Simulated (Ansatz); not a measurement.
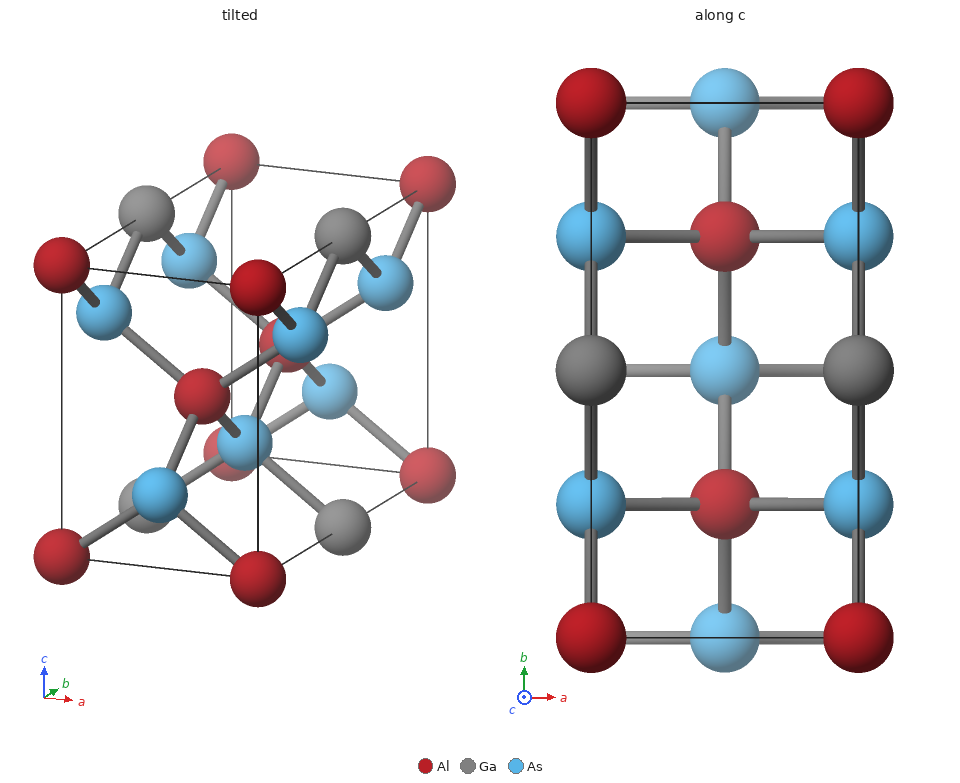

This ball-and-stick model is shown slightly off an axis and along the c axis. Lines trace the edges of the conventional unit cell. Cell: a = 4.06 Å, b = 8.11 Å, c = 5.73 Å, α = 90.00°, β = 90.00°, γ = 90.00°.

Origin of the cell: a structure type filled with these elements by a generator (whether the compound takes this form wasn't checked). Earlier steps of the study may have refined or changed the cell and positions. It was run through Ansatz as a DFT input.

Q: Notes on the structure:

A: Its composition is Al₃GaAs₄. It takes space group Pmm2 (No. 25) on a primitive orthorhombic lattice. The cell has 8 atoms, namely 3 Al, 1 Ga, 4 As. Al is surrounded by four As in a tetrahedral arrangement at about 2.5 Å. About every Ga there are four As in a tetrahedral arrangement at about 2.5 Å. As takes three kinds of site: 2g with three Al and one Ga in a tetrahedral arrangement (about 2.5 Å to Al, 2.5 Å to Ga); 1c with four Al in a tetrahedral arrangement at about 2.5 Å; 1d with two Al and two Ga in a tetrahedral arrangement (about 2.5 Å to Al, 2.5 Å to Ga). The bonds build a three-dimensional framework.

Level of theory: Ansatz 0.2.0, DFT PBE, scalar-relativistic, plane waves, PAW. Settings were a 420 eV plane-wave basis, k-points on an 8×4×6 grid, Gaussian smearing of 0.02 eV, no spin polarisation.

Q: Classify it as metallic or gapped, with the value.

A: A semiconductor at this level, with a gap of 1.30 eV, direct.

Q: State the Bader charges by element.

A: Al +1.95 e; Ga +0.69 e; As -1.95 to -1.32 e.

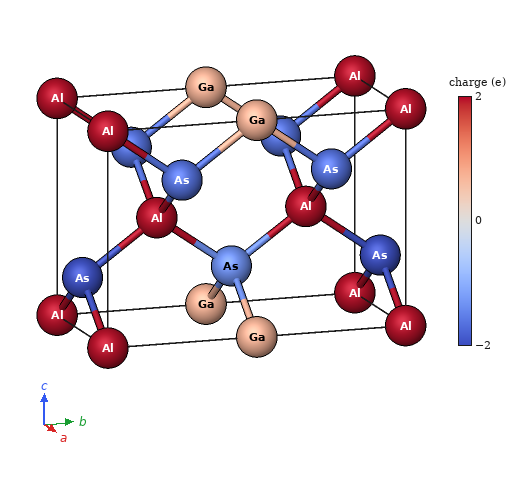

The atoms coloured by those charges. The run's cell of 8 atoms is drawn, so axes and origin can differ from the first picture.

Q: Has the structure come to rest?

A: Yes. All forces vanish to within 0.01 eV/Å. The pressure is 0.0 GPa, close to zero.
